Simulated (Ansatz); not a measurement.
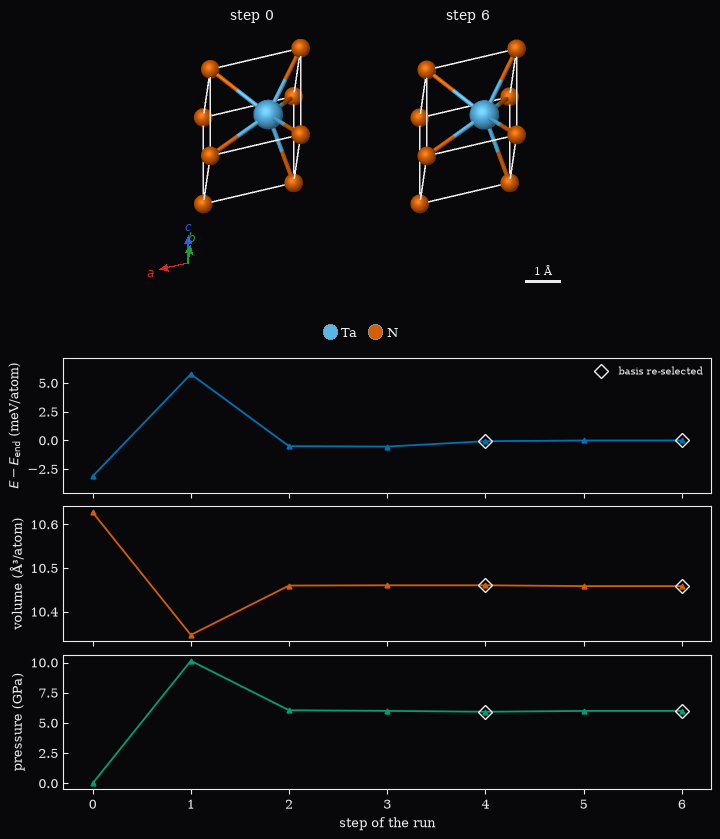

First and last geometry of a relaxation of solid TaN (set up in P-6m2), with the history of the run. Style: ball-and-stick. Shown: the cell of the calculation, from a free direction.

Case: relaxed at 6 GPa.

Level of theory: Ansatz 0.2.0, DFT PBEsol, scalar-relativistic, plane waves, PAW.

The input:
```yaml
crystal:
  lattice:
    - [2.9242701629, 0.0, 0.0]
    - [-1.4621350814, 2.5324922486, 0.0]
    - [0.0, 0.0, 2.8701686366]
  atoms:
    - { symbol: Ta, position: [0.3333333333, 0.6666666667, 0.5] }
    - { symbol: "N", position: [0.0, 0.0, 0.0] }
basis:
  ecutwfc: 420
kpoints:
  mp_grid: { grid: [18, 18, 14] }
hamiltonian:
  xc: pbesol
scf:
  occupations: { method: fermi_dirac, width: 0.15 }
output:
  forces: true
  stress: true
  eigenvalues: true
  write_density: true
  write_potential: true
  elf: true
  volumetric_format: npy
relax:
  adjacent_minimum: "off"
  f_tol: 0.001
  max_steps: 60
  cell: { stress_tol: 0.02, p_target: 6.0 }
```

Run as
```bash
ansatz run input.yaml --threads 1 --pin off --max-ram 3072MiB --backend cpu --events-out ev --progress --plain --runs-dir out
```

> Did the run converge, and what did it change?

It converged. The atoms keep their places relative to the cell (all moves are under 0.005 Å). Cell: a = b 2.924 → 2.908 Å (−0.6 %), c 2.870 → 2.857 Å (−0.5 %). Volume −1.6 %. Some distances before and after: Ta1–Ta1 2.924 → 2.908 Å, Ta1–Ta1 (another image) 2.870 → 2.857 Å, Ta1–N2 2.216 → 2.204 Å. The space group stays P-6m2 (No. 187). Over 4 accepted moves (6 points after the start) the energy rises by 3.1 meV per atom. With the target pressure of 6 GPa, the enthalpy E + pV changes by −3.2 meV per atom. All forces vanish by symmetry, so only the cell relaxes. The pressure goes from 0.00 to 6.00 GPa. At 2 points the geometry stayed and the basis and grid were re-selected for the new cell (energy shift of 0.5 meV per atom at most each time).
